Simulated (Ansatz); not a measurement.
The compound is WS2 (space group P-6m2, No. 187), taken as the geometry relaxed in a fixed cell with DFT LDA, scalar-relativistic, plane waves, PAW in Ansatz.

```cif
data_structure
_symmetry_space_group_name_H-M 'P-6m2'
_symmetry_Int_Tables_number 187
_cell_length_a 3.1255
_cell_length_b 3.1255
_cell_length_c 16.9531
_cell_angle_alpha 90.000
_cell_angle_beta 90.000
_cell_angle_gamma 120.000
_cell_volume 143.42
loop_
_atom_site_label
_atom_site_type_symbol
_atom_site_symmetry_multiplicity
_atom_site_Wyckoff_symbol
_atom_site_fract_x
_atom_site_fract_y
_atom_site_fract_z
_atom_site_occupancy
W1 W 1 e 0.66667 0.33333 0.00000 1
S1 S 2 g 0.00000 0.00000 0.90796 1
```

Bonds are taken as S–W below 2.7 Å. Simplification: prune 0- and 1-connected atoms, fold 2-connected ones into links.

What net does this leave?

The result is a binodal (3,6)-connected, two-periodic (layers) net: S is a 3-connected node; W is a 6-connected node, in the ratio 2:1. It is the net of the trigonal-prismatic layers of 2H-MoS2. The layers lie parallel to (001).

```
node  links  point symbol  coordination sequence
   S      3            4³           3 13 9 24 15
   W      6        4³·6¹²           6 6 18 12 30
```

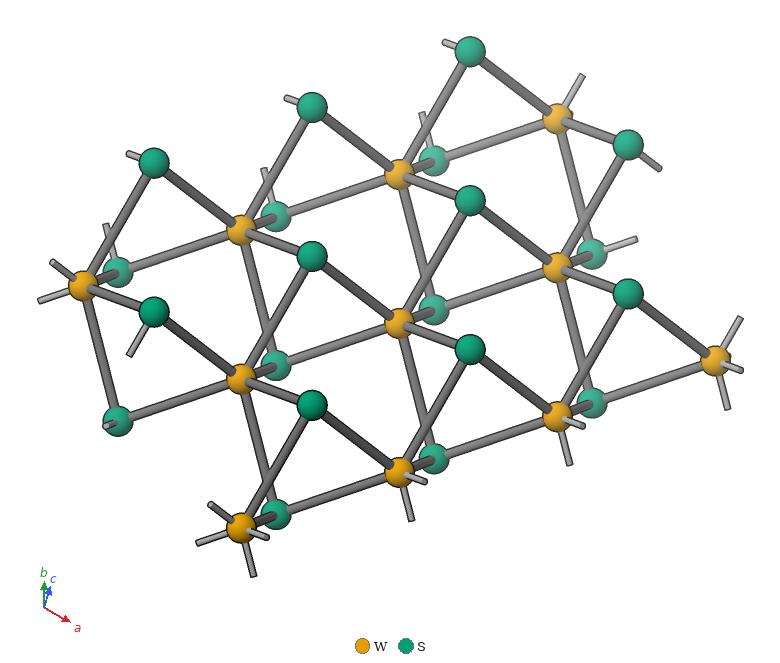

Nodes are coloured by topological kind. One layer is drawn. Short stubs are edges that leave the cut-out.
